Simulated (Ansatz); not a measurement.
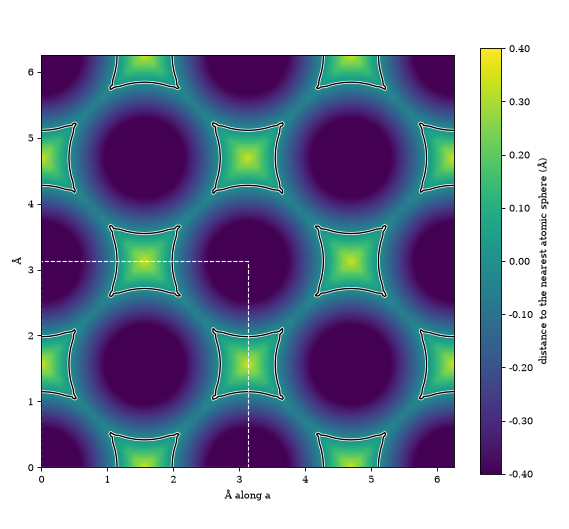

Map of the distance to the nearest atomic sphere in Mo in space group Im-3m, computed on the section y = 0.250 (parallel to a and c; the dashed line is one cell). The black line marks the spheres' surfaces; positive values are empty space; unlabelled circles belong to atoms above or below the section.

Hard-sphere model; metallic radii: Mo 1.39 Å.

The cell is taken from coordinates from a relaxation with DFT PBEsol, scalar-relativistic, plane waves, PAW in Ansatz.

```cif
data_structure
_symmetry_space_group_name_H-M 'P 1'
_symmetry_Int_Tables_number 1
_cell_length_a 3.1293
_cell_length_b 3.1293
_cell_length_c 3.1293
_cell_angle_alpha 90.000
_cell_angle_beta 90.000
_cell_angle_gamma 90.000
_cell_volume 30.64
loop_
_atom_site_label
_atom_site_type_symbol
_atom_site_fract_x
_atom_site_fract_y
_atom_site_fract_z
_atom_site_occupancy
Mo1 Mo 0.00000 0.00000 0.00000 1
Mo2 Mo 0.50000 0.50000 0.50000 1
```

> Where is the largest hole in this section, and how large is it?

At 0.000, 0.250, 0.500 (fractional), where the distance reaches 0.36 Å; it is enclosed by 4 Mo in a tetrahedral arrangement. It is the largest hole of the crystal.

> How much of the crystal lies outside the spheres?

About 27 % of the cell's volume, and 17 % of this section's area.

> What can pass through?

The largest sphere that fits anywhere has a diameter of 0.72 Å; the largest that can travel through the crystal, about 0.5 Å.
